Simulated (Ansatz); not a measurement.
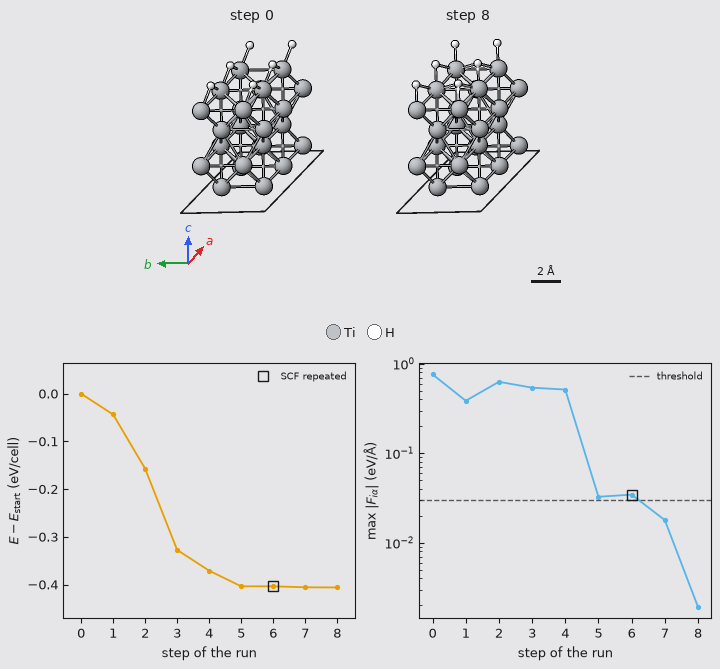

First and last geometry of a constrained relaxation of a slab of composition Ti4H (cut from the P6_3/mmc phase), with the history of the run. A ball-and-stick model of the 3 × 2 repeat of the cell, outlined in the plane, without the vacuum, seen from a free direction.

Case: H put at a bridge Ti-Ti site. The slab is the (0 0 1) face of Ti with H on it. 2 atoms are held fixed.

Method: Ansatz 0.2.0, DFT r2SCAN, scalar-relativistic, plane waves, PAW. Settings: plane-wave cutoff 500 eV; k-point mesh 12 × 12 × 1; occupations gaussian; smearing width 0.1 eV; no spin polarisation; dipole correction; atoms relaxed in a fixed cell; force threshold 0.03 eV/Å; at most 70 steps.

> Read the history and describe the run.

It converged. The atom that moves furthest is the H atom (0.86 Å at 80° to the normal (−c side)). Largest moves by element: H 0.86 Å, Ti 0.07 Å. The lattice vectors keep their values. Near-neighbour distances that change, for instance: H–Ti 2.829 → 1.975 Å, H–Ti 1.922 → 1.975 Å, Ti–Ti 2.741 → 2.788 Å, Ti–Ti 2.949 → 2.960 Å. Among the angles between lasting bonds that change: Ti–H–Ti 99.6° → 96.0°. Over 7 accepted moves (8 points after the start) the energy falls by 0.406 eV per cell of the calculation. Largest force component: 0.76 eV/Å at the start, 0.0019 eV/Å at the end. 1 step only repeated the SCF at the same geometry.

```
step  E − E(0), meV/atom  largest force component, eV/Å                         note
   0                0.00                         0.7613                             
   1               -8.70                         0.3856                             
   2              -31.39                         0.6283                             
   3              -65.47                         0.5403                             
   4              -74.17                         0.5146                             
   5              -80.72                         0.0327                             
   6              -80.72                         0.0345  same geometry, SCF repeated
   7              -81.12                         0.0179                             
   8              -81.20                         0.0019
```

Limits of the set-up: the periodic images lie only 2.9 Å apart, so the values are limited by the cell's size.
